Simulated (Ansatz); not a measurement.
## Electronic structure of Hf2S in real space

```
CELL_PARAMETERS angstrom
-3.34653 0.00000 0.00000
0.00000 -5.79636 0.00000
0.17496 0.00000 11.66424
ATOMIC_POSITIONS crystal
Hf 0.50146 0.83359 0.89861
Hf 0.00146 0.33359 0.89861
Hf 0.00146 0.66641 0.39861
Hf 0.50146 0.16641 0.39861
Hf 0.49854 0.83359 0.60139
Hf 0.99854 0.33359 0.60139
Hf 0.99854 0.66641 0.10139
Hf 0.49854 0.16641 0.10139
S 0.50000 0.50031 0.75000
S 0.00000 0.00031 0.75000
S 0.00000 0.99969 0.25000
S 0.50000 0.49969 0.25000
```

Space group C2/c; a structure from a database of computed crystals, not necessarily the ambient phase.

Theory: DFT PBEsol, scalar-relativistic, plane waves, PAW in Ansatz.

Core electrons are frozen (PAW), and the valence fields are smoothed inside the atomic spheres.

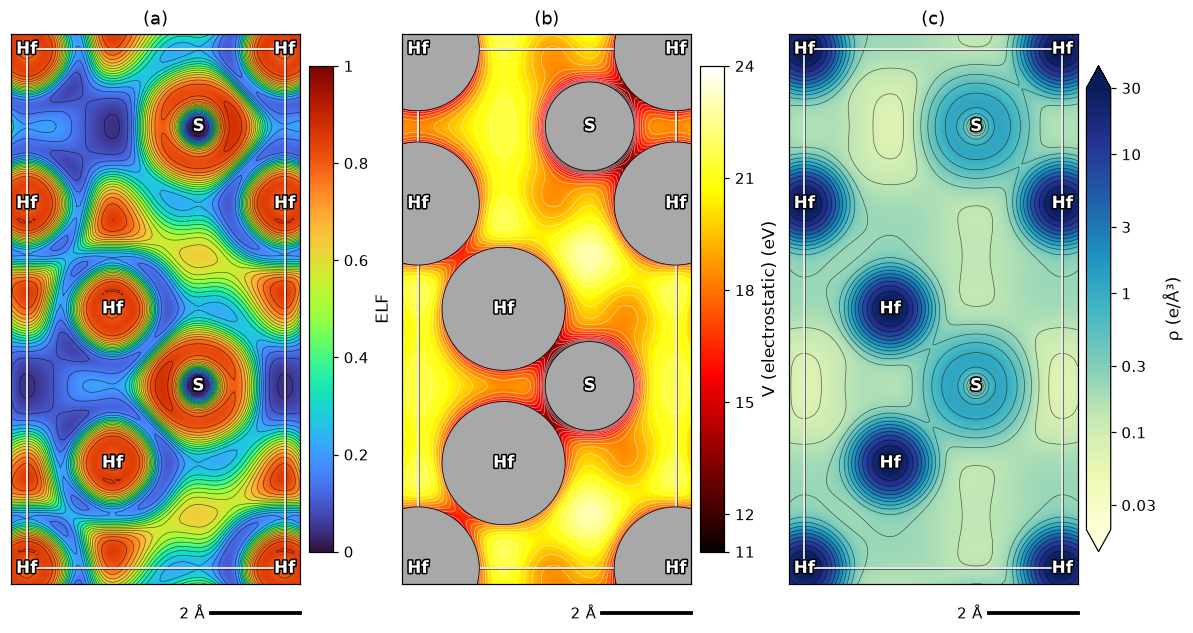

Figure 1. (a) ELF; (b) electrostatic potential (local pseudopotential plus Hartree) felt by an electron; (c) valence charge density (pseudo) on the (100) plane of the conventional cell. Grey discs cover the atomic cores in the potential map.

Describe what can be read from this map.

Answer.
- Atoms in the plane: Hf and S.
- Hf–S (2.60 Å): ρ at the midpoint is about 0.38 e/Å³; the ELF peaks at about 0.85 in the valence shell of S, 0.8 Å from its nucleus, and is about 0.30 at the midpoint (no localised pair shows between them).
- Hf–Hf (3.05 Å): ρ is about 0.21 e/Å³ halfway; the ELF is about 0.25 at the midpoint: no localised pair shows between them.
- Between the atoms the lowest density in this plane is 0.07 e/Å³.
- The ELF has a maximum of about 0.85 in the space between the atoms, 1.9 Å from four Hf atoms, on no atom or two-centre bond.
- The features right at Hf lie inside the PAW spheres, where the map follows smoothed inner orbitals and isn't to be read closely.
- Outside the cores the potential energy rises away from the atoms and is highest about 2.2 Å from the nearest atoms; its zero is arbitrary.

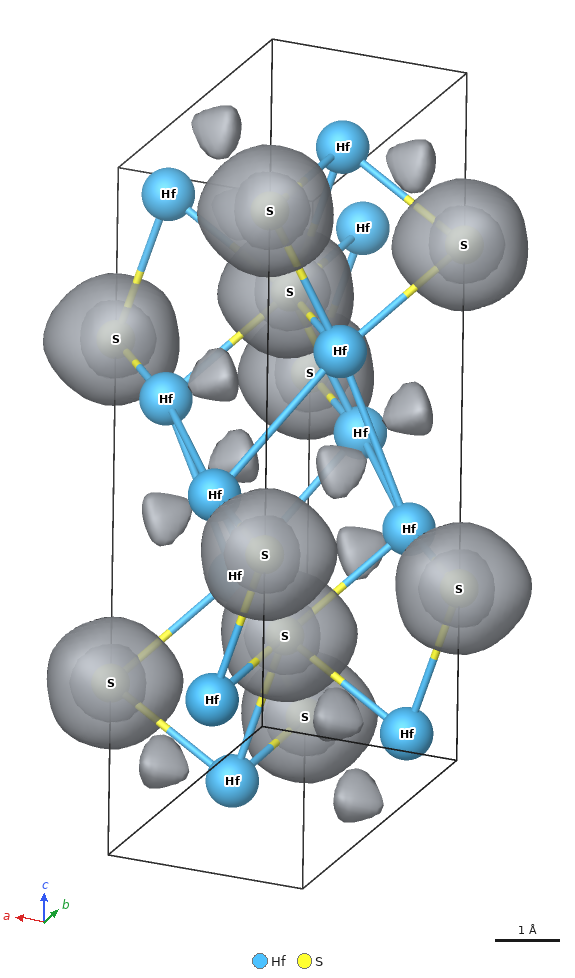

Figure 2. Isosurface of the electron localisation function at 0.75 (grey), seen at an oblique angle. Only the valence region is drawn (cores and ρ < 0.01 e/Å³ removed). Sticks mark near contacts.

What do the ELF domains correspond to?

Answer. At this value the surface marks out four regions wrapped around S (the valence shell of each) and eight pockets between the atoms, centred on no nucleus (multi-centre or interstitial), counted in one cell of 12 atoms. Any copies at cell faces, edges or corners count once.


Hf–S (2.58 Å): the ELF peaks at about 0.85 in the valence shell of S, 0.8 Å from its nucleus, and is about 0.30 at the midpoint; no localised pair shows between them. Hf–Hf (3.03 Å): the ELF is about 0.25 at the midpoint: no shared electron pair shows on this line.

Does the calculation give a band gap?

Answer. It is gapless in this calculation (a metal or semimetal).
